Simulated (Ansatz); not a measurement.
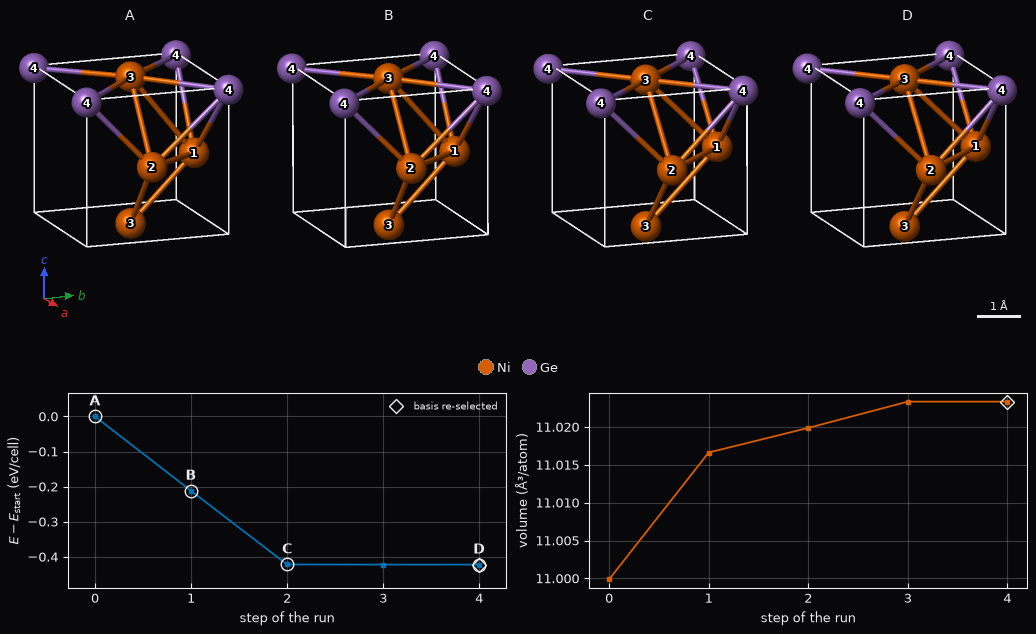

Frames of a relaxation of crystalline Ni₃Ge (set up in P1), marked on the history of the run. The picture is a ball-and-stick view of the cell of the calculation, seen slightly off an axis.

Case: cure: more steps.

Theory: Ansatz 0.2.0, DFT r2SCAN, scalar-relativistic, plane waves, PAW.

Input
```yaml
crystal:
  lattice:
    - [3.5303341067, 0.0, 0.0]
    - [0.0, 3.5303341067, 0.0]
    - [0.0, 0.0, 3.5303341067]
  atoms:
    - { symbol: Ni, position: [0.4589541945, -0.0432188201, 0.4304170039] }
    - { symbol: Ni, position: [-0.0117071451, 0.4660318714, 0.4987476222] }
    - { symbol: Ni, position: [0.5158453185, 0.4888834483, 0.0029241634] }
    - { symbol: Ge, position: [0.0067507498, -0.0026238645, -0.0149317793] }
basis:
  ecutwfc: 500
kpoints:
  mp_grid: { grid: [6, 6, 6] }
hamiltonian:
  xc: r2scan
scf:
  occupations: { method: gaussian, width: 0.1 }
output:
  forces: true
  stress: true
  eigenvalues: true
relax:
  adjacent_minimum: "off"
  f_tol: 0.005
  max_steps: 100
  cell: { stress_tol: 0.05 }
```

Run as
```bash
ansatz run input.yaml --threads 1 --pin off --max-ram 2560MiB --backend cpu --events-out ev --progress --plain --runs-dir out
```

Describe the path.

Answer. The atom that moves furthest relative to the cell is Ni1 (0.22 Å along [2 1 3]). By element the largest moves are Ni 0.22 Å, Ge 0.09 Å. The volume changes by +0.2 %, with a = b = c 3.530 → 3.533 Å (+0.1 %). Some distances before and after: Ni1–Ni3 2.767 → 2.498 Å, Ni1–Ge4 2.756 → 2.498 Å, Ni1–Ge4 (another image) 2.245 → 2.498 Å, Ni1–Ni3 (another image) 2.246 → 2.498 Å. The space group (tolerance 0.01 Å) goes from P1 (No. 1) to Pm-3m (No. 221). Over 3 accepted moves (4 points after the start) the energy falls by 0.422 eV per cell of the calculation. The largest force component goes from 2.3 to 0.00074 eV/Å. The pressure goes from 6.25 to 0.01 GPa. The SCF was repeated once at an unchanged geometry on a basis and grid sized afresh for the cell, which shifted the energy by 0.1 meV per cell of the calculation at most. Cost: 2.3 min on 1 thread of Intel(R) Xeon(R) 6975P-C (Granite Rapids) (shared host), peak memory 0.56 GiB. From step 0 to 1: Ni1 moves most (0.06 Å), volume +0.2 %, energy −0.212 eV per cell of the calculation. From step 1 to 2: Ni1 moves most (0.16 Å), energy −0.210 eV per cell of the calculation. From step 2 to 4: energy −0.4 meV per cell of the calculation.

```csv
step,"E − E(0), meV/atom","largest force component, eV/Å","pressure, GPa","volume, Å³/atom",note
0,0.00,2.2818,6.25,11.000,
1,-52.96,1.5072,3.07,11.017,
2,-105.45,0.0255,0.09,11.020,
3,-105.55,0.0008,0.01,11.023,
4,-105.57,0.0007,0.01,11.023,"same geometry, new basis"
```

Limits of the set-up: an element that often carries a moment was run without spin polarisation.
